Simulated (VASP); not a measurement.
**Au: a changed input and its effect**

System: Au (P4/mmm, 3 atoms in the cell).
Method of run 1: Kohn-Sham DFT of a periodic cell, PBE, VASP PAW PBE potentials, recommended, no spin polarisation (VASP 6.6.1).

The structure was built on a prototype by a generator; it need not be a known phase. 

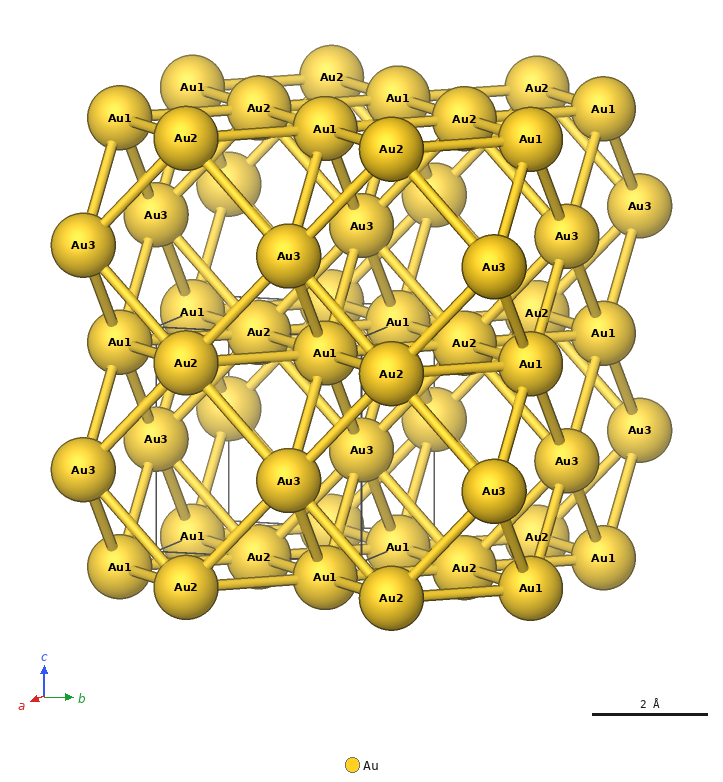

**Figure 1.** The structure (ball-and-stick view of the cell of the calculation, repeated 2 × 2 × 2, seen slightly off an axis; atoms are numbered from 1 in the order of the input).

**INCAR, run 1**
```
ALGO = Fast
EDIFF = 1E-6
ENCUT = 520
GGA = PE
ISIF = 2
ISMEAR = -1
LASPH = True
LCHARG = False
LREAL = False
LWAVE = False
NELM = 60
PREC = Accurate
SIGMA = 0.05
```

**KPOINTS, run 1**
```
k-points
0
Gamma
  7 7 7
```

**POSCAR, run 1**
```
Au
1.0
    3.8226720000      0.0000000000      0.0000000000
    0.0000000000      3.8226720000      0.0000000000
    0.0000000000      0.0000000000      3.9819500000
Au
3
Direct
    0.5000000000      0.0000000000      0.0000000000
    0.0000000000      0.5000000000      0.0000000000
    0.0000000000      0.0000000000      0.5000000000
```

Command:
```bash
cat potpaw_PBE.64/Au/POTCAR > POTCAR
mpirun -np 1 vasp_std > vasp.out
```

Hardware: 1 thread of Intel Xeon (Sapphire Rapids), 176 GiB of memory available, shared host.

**OSZICAR and lines of OUTCAR (run 1)**
```
N       E                     dE             d eps       ncg     rms          rms(c)
DAV:   1     0.205979577369E+03    0.20598E+03   -0.16937E+04  1600   0.156E+03
DAV:   2    -0.475263638210E+01   -0.21073E+03   -0.19902E+03  1736   0.327E+02
DAV:   3    -0.100348359434E+02   -0.52822E+01   -0.51718E+01  1824   0.505E+01
DAV:   4    -0.100877217221E+02   -0.52886E-01   -0.52868E-01  1712   0.521E+00
DAV:   5    -0.100885329664E+02   -0.81124E-03   -0.81114E-03  1884   0.652E-01    0.158E+01
RMM:   6    -0.930593694293E+01    0.78260E+00   -0.19725E+00  1602   0.108E+01    0.101E+01
RMM:   7    -0.926182284097E+01    0.44114E-01   -0.36661E-01  1642   0.423E+00    0.451E+00
RMM:   8    -0.925491015660E+01    0.69127E-02   -0.52165E-02  1651   0.180E+00    0.624E-01
RMM:   9    -0.925447271909E+01    0.43744E-03   -0.53739E-03  1711   0.457E-01    0.128E-01
RMM:  10    -0.925458580765E+01   -0.11309E-03   -0.13028E-03  1733   0.185E-01    0.862E-02
RMM:  11    -0.925458385095E+01    0.19567E-05   -0.21183E-04  1705   0.968E-02    0.285E-02
RMM:  12    -0.925458730682E+01   -0.34559E-05   -0.33954E-05  1712   0.327E-02    0.438E-03
RMM:  13    -0.925458796254E+01   -0.65571E-06   -0.58186E-06  1253   0.136E-02
   1 F= -.92545880E+01 E0= -.92513101E+01  d E =-.655565E-02
[... from OUTCAR:]
  free energy    TOTEN  =        -9.25458796 eV
  energy without entropy =       -9.24803231  energy(sigma->0) =       -9.25131014
 E-fermi :   7.4291     XC(G=0): -11.7040     alpha+bet :-12.2424
  free  energy   TOTEN  =        -9.2545879625 eV
  energy  without entropy=       -9.2480323078  energy(sigma->0) =       -9.25131014
```

The input of run 2 differs as follows (lines with − go, lines with + come):
```diff
-    3.8226720000      0.0000000000      0.0000000000
-    0.0000000000      3.8226720000      0.0000000000
+    3.9421305000      0.0000000000      0.0000000000
+    0.0000000000      3.9421305000      0.0000000000
```

How does run 2 compare with run 1?

With the same functional and potentials, run 2 lies 55.4 meV per atom lower. The pressure goes from 11.35 to 2.11 GPa. The volume per atom goes from 19.40 to 20.63 Å³. The number of SCF iterations is the same. The plane waves at Γ go from 1576.0 to 1687.0.

**OSZICAR and lines of OUTCAR (run 2)**
```
N       E                     dE             d eps       ncg     rms          rms(c)
DAV:   1     0.202430089056E+03    0.20243E+03   -0.16843E+04  1600   0.155E+03
DAV:   2    -0.504046920791E+01   -0.20747E+03   -0.19595E+03  1804   0.318E+02
DAV:   3    -0.101898393195E+02   -0.51494E+01   -0.50562E+01  1808   0.491E+01
DAV:   4    -0.102393026520E+02   -0.49463E-01   -0.49398E-01  1752   0.514E+00
DAV:   5    -0.102400664889E+02   -0.76384E-03   -0.76372E-03  1860   0.658E-01    0.131E+01
RMM:   6    -0.946056514987E+01    0.77950E+00   -0.20670E+00  1601   0.110E+01    0.856E+00
RMM:   7    -0.942653633414E+01    0.34029E-01   -0.34604E-01  1640   0.396E+00    0.434E+00
RMM:   8    -0.942185856796E+01    0.46778E-02   -0.52287E-02  1646   0.179E+00    0.898E-01
RMM:   9    -0.942074515984E+01    0.11134E-02   -0.95442E-03  1697   0.657E-01    0.104E-01
RMM:  10    -0.942093144977E+01   -0.18629E-03   -0.15994E-03  1727   0.196E-01    0.139E-01
RMM:  11    -0.942089185895E+01    0.39591E-04   -0.29463E-04  1710   0.127E-01    0.387E-02
RMM:  12    -0.942089783620E+01   -0.59772E-05   -0.36969E-05  1748   0.358E-02    0.107E-02
RMM:  13    -0.942089782105E+01    0.15146E-07   -0.49087E-06  1237   0.135E-02
   1 F= -.94208978E+01 E0= -.94179159E+01  d E =-.596387E-02
[... from OUTCAR:]
  free energy    TOTEN  =        -9.42089782 eV
  energy without entropy =       -9.41493395  energy(sigma->0) =       -9.41791589
 E-fermi :   6.5654     XC(G=0): -11.3531     alpha+bet :-11.5116
  free  energy   TOTEN  =        -9.4208978211 eV
  energy  without entropy=       -9.4149339544  energy(sigma->0) =       -9.41791589
```

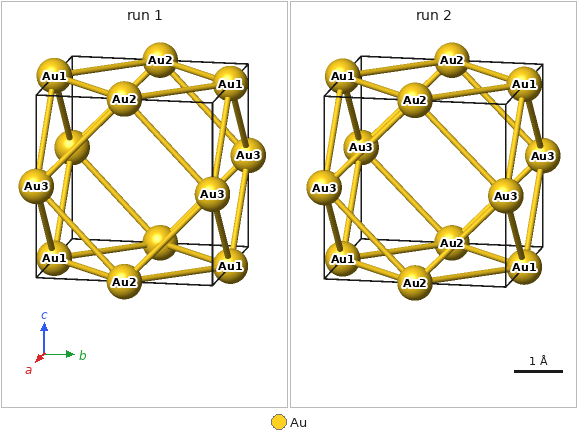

**Figure 2.** The two input geometries at one scale (ball-and-stick view of the cell of the calculation, seen slightly off an axis). The atoms keep their places relative to the cell (all moves are under 0.005 Å). Cell: a = b 3.823 → 3.942 Å (+3.1 %), c stays at 3.982 Å. Volume +6.3 %. Among the contacts that change: Au1–Au2 2.703 → 2.788 Å, Au1–Au3 2.760 → 2.802 Å.

**The two runs side by side**

```tsv
quantity	run 1	run 2
outcome	converged	converged
free energy per atom (eV)	−3.0849	−3.1403
energy per atom, smearing taken to zero (eV)	−3.0838	−3.1393
gap on the mesh (eV)	0.00	0.00
pressure (GPa)	11.35	2.11
volume per atom (Å³)	19.40	20.63
largest force (eV/Å)	0.000	0.000
SCF iterations	13	13
irreducible k-points	40	40
plane waves at Γ	1576	1687
```

For both runs: Spin–orbit coupling is left out, which matters for Au. For run 1: The cell is under a pressure of 11.4 GPa at this level, so it is not at its equilibrium volume.
